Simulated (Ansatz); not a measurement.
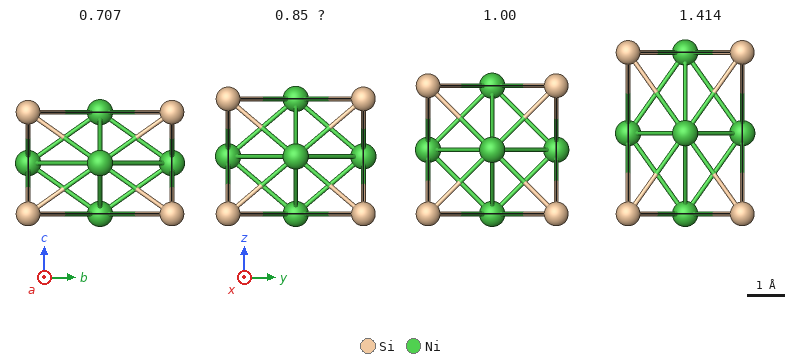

A scan of solid SiNi$_{3}$ (Pm-3m): the ratio of the cell's length along z to its lengths across, counted as 1 for the reference, is changed at fixed volume (a tetragonal or Bain path), with the atoms kept at their fractional coordinates. x, y and z are the Cartesian axes of the input. A ball-and-stick model of the cell of the calculation, seen along the a axis.

Theory: DFT PBE, scalar-relativistic, plane waves, PAW in Ansatz. (plane-wave cutoff 420 eV; k-point mesh 16 × 16 × 16; occupations gaussian; smearing width 0.15 eV; no spin polarisation). Energies (free energies at the smearing named) are counted from the relaxed crystal.

```tsv
axial ratio over its reference value	energy change (meV/atom)
0.707	164
0.780	123
0.850	?
1.000	0
1.200	147
1.414	560
```

One row is withheld. What is its energy?

Answer. A straight line between the two neighbours gives 84 meV/atom. A cubic through the four nearest rows (0.707, 0.780, 1.000, 1.200) gives, with Lagrange weights, (−0.3485)(164) + (1.1130)(123) + (0.2718)(0) + (−0.0363)(147) = 74 meV/atom. The calculation gives 68 meV/atom, so the cubic is 6 meV/atom too high and the straight line 16 meV/atom too high, as the curve bends upwards here.

The whole profile:

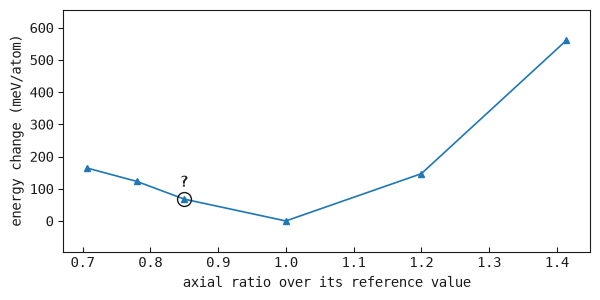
